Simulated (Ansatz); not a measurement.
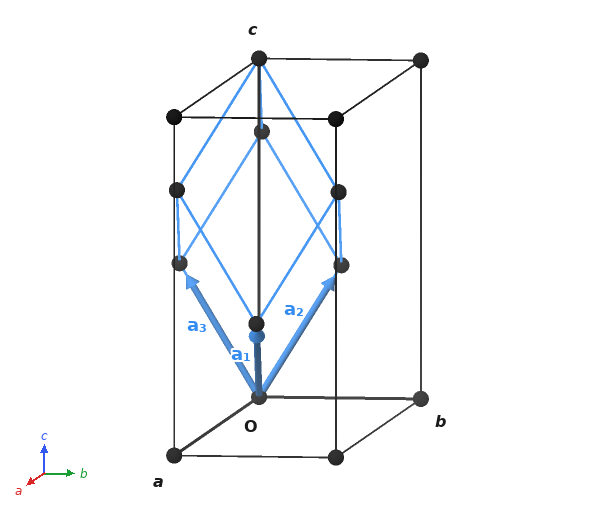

Crystal: Si, the geometry relaxed (final pressure about -5.6 GPa) with DFT r2SCAN, scalar-relativistic, plane waves, PAW in Ansatz 0.2.0. The conventional cell (thin) and a primitive cell (coloured, vectors a₁, a₂, a₃), with the lattice points alone. Geometry calculated from the standardised cell; symmetry tolerance 0.002 Å.

a = 4.015 Å, b = 4.015 Å, c = 9.282 Å, α = 90.00°, β = 90.00°, γ = 120.00°.

**What is the centring, and how are the primitive vectors built?**

R, rhombohedral (trigonal, hexagonal axes), with lattice points at (0, 0, 0), (2/3, 1/3, 1/3), (1/3, 2/3, 2/3). a₁ = 2/3 a + 1/3 b + 1/3 c; a₂ = −1/3 a + 1/3 b + 1/3 c; a₃ = −1/3 a − 2/3 b + 1/3 c.

**Give the primitive cell's size and content.**

Edges 3.866, 3.866, 3.866 Å; angles 62.57°, 62.57°, 62.57°; volume 43.19 Å³, 1/3 of the conventional cell; 2 of its 6 atoms.
